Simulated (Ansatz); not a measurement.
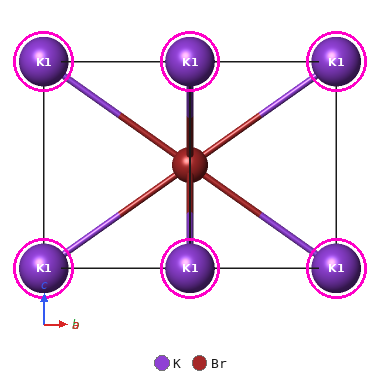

The system is KBr (Pm-3m, No. 221; 2 atoms in the cell); the picture shows the reference structure. Atom K1 is moved over a plane while all other atoms and the cell stay fixed (its periodic images move with it) (x, y and z along the cube axes). The first coordinate is: shift of K1 along the Cartesian direction [1 1 0]; the second: shift of K1 along z. The scan uses a 5 × 5 grid; 9 points were computed and 16 follow by symmetry. Points are written as (first, second). All energies are given in meV per cell relative to the lowest grid point. The reference cell is the one listed in the database, not relaxed at this level. All numbers below come from DFT LDA, scalar-relativistic, plane waves, PAW (Ansatz 0.2.0). Settings: cutoff 420 eV, k-mesh 6×6×6, gaussian smearing 0.05 eV, no spin polarisation.

Its coordinates:

```
CELL_PARAMETERS angstrom
4.04350 0.00000 0.00000
0.00000 4.04350 0.00000
0.00000 0.00000 4.04350
ATOMIC_POSITIONS crystal
K 0.00000 0.00000 0.00000
Br 0.50000 0.50000 0.50000
```

Range: shift of K1 along the Cartesian direction [1 1 0] from −0.30 to 0.30 Å; shift of K1 along z from −0.30 to 0.30 Å.

### Predict the map.

The lowest grid point is at (0.00 Å, 0.00 Å). No other kind of well shows on this grid. The highest grid point, (−0.30 Å, −0.30 Å), lies 38.4 meV above the lowest. Near the minimum the well is nearly round, with a curvature of about 0.27 eV/Å².

```tsv
second ↓, first →	−0.30	−0.15	0.00	0.15	0.30
0.30	38.4	18.7	13.0	18.7	38.4
0.15	20.8	7.0	3.1	7.0	20.8
0.00	15.1	3.3	0.0	3.3	15.1
−0.15	20.8	7.0	3.1	7.0	20.8
−0.30	38.4	18.7	13.0	18.7	38.4
```

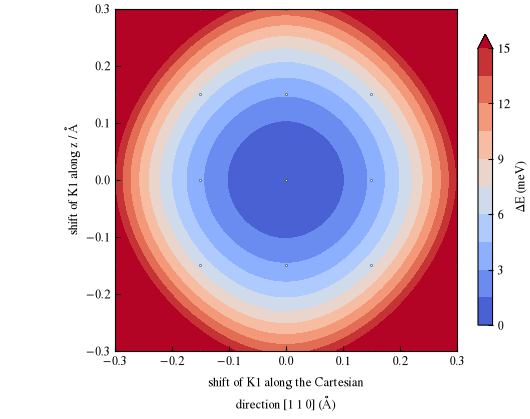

In the figure: filled contours, dots at the grid points, one colour for all values above the top of the scale. Between grid points the surface is interpolated.
